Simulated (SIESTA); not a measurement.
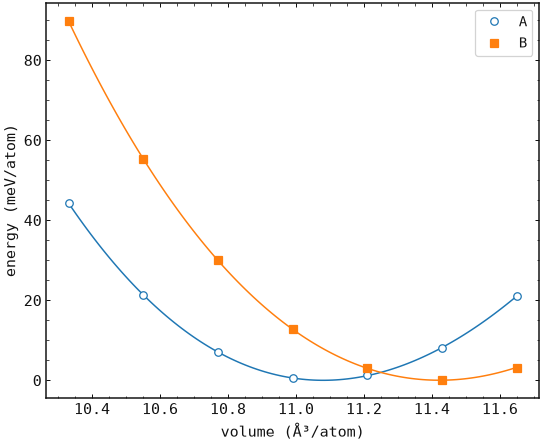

The figure compares two calculations of the energy against volume, each curve from its own zero. The first is for ZrO₂, space group Fm-3m (No. 225).

The cell holds 3 atoms.

Method: DFT in numerical atomic orbitals with pseudopotentials, no spin polarisation; energies at scaled volumes of the given cell, shape and fractions fixed, counted from the fit's minimum, third-order Birch-Murnaghan fit (SIESTA 5.4.2). Level: PBE.

| setting | value |
| --- | --- |
| k mesh | 9×9×9 |
| occupations | Fermi–Dirac |
| smearing width | 0.05 eV |
| potentials | PseudoDojo 0.4 standard, converted to PSML, two zetas on semicore shells |
| program settings | basis DZP, mesh cutoff 800 Ry |

In the second, the level changes from PBE to PBEsol.

> Which of A and B is the second calculation, and what did the change do?

A. The equilibrium volume falls from 11.42 to 11.08 Å³/atom (−3.0 %) and the bulk modulus rises from 235 to 250 GPa (+6.4 %).

For both, limits of the calculation: mulliken charges of long orbitals.

V0 and the bulk modulus come from third-order Birch–Murnaghan fits.
